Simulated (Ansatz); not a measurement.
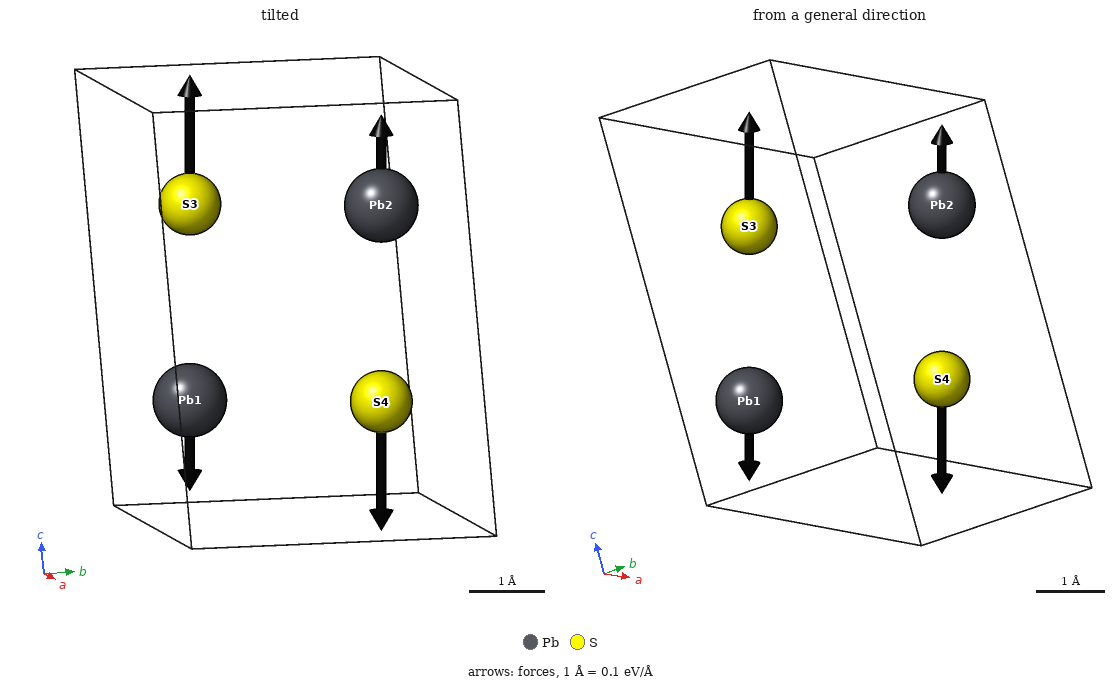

An orthographic spheres-only view of the structure, slightly off an axis and from a general direction. Thin lines show the cell (the run's own, in a reduced setting), with boundary atoms drawn in all their periodic places. The arrows are the computed forces on the atoms.

System: PbS. The calculation used DFT, PBE, plane waves, PAW in Ansatz 0.2.0, with 420 eV cutoff, k-points about 0.28 Å⁻¹ apart, Fermi-Dirac smearing of 0.02 eV, no spin polarisation.

### Could this be the end point of a relaxation?

No. The atoms still feel forces of up to about 0.14 eV/Å, above a usual threshold of 0.01 to 0.03 eV/Å.

### On which atom is the force largest?

S3 and S4, about 0.14 eV/Å.

### Give the mean magnitude of the force by element.

Mean magnitudes: about Pb 0.077 eV/Å, S 0.14 eV/Å.

The structure comes from a structure listed in the Materials Project. The cell was then strained or its atoms displaced on purpose. Ansatz was used for an electronic-structure calculation on it.
